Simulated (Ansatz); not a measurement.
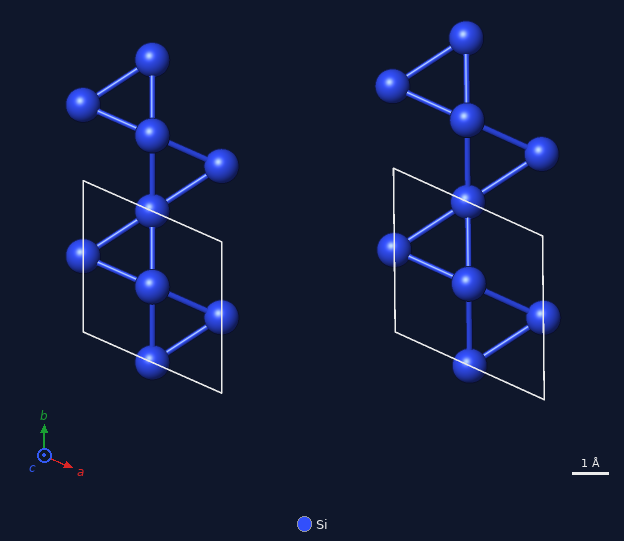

Two geometries of crystalline Si (a generated structure, set up in Cmmm) (coarse preliminary run), drawn at one scale. One is the start of a relaxation, the other its converged end. The picture is a ball-and-stick view of the cell of the calculation, repeated 1 × 2 × 1 with one cell outlined, seen along the c axis.

Method: DFT PBE, scalar-relativistic, plane waves, PAW in Ansatz. (plane-wave cutoff 420 eV; k-point mesh 4 × 4 × 4; occupations gaussian; smearing width 0.1 eV; no spin polarisation; cell and atoms relaxed; force threshold 0.04 eV/Å; at most 70 steps)

Q: Which one is relaxed?

A: The right one is the relaxed one. After 3 accepted moves (4 points after the start) the energy has fallen by 236 meV per atom. The largest force component goes from 1.2 to 0.013 eV/Å. The pressure goes from 22.95 to 0.17 GPa. At 1 point the geometry stayed and the basis and grid were re-selected for the new cell (energy shift of 1.8 meV per atom at most each time). The largest moves relative to the cell, 0.026 Å, are those of Si atoms. The volume changes by +21.2 %, with a = b 4.297 → 4.650 Å (+8.2 %), c 5.962 → 6.228 Å (+4.5 %), γ 113.8° → 115.0°. Near-neighbour distances that change, for instance: Si–Si 2.259 → 2.446 Å, Si–Si 2.345 → 2.497 Å, Si–Si 2.281 → 2.376 Å, Si–Si 2.281 → 2.331 Å. The space group stays Cmmm (No. 65). The run took 4.9 s on 1 thread of AMD EPYC 9R45 96-Core Processor (Zen 5), with other jobs on the host, peak memory 0.42 GiB.
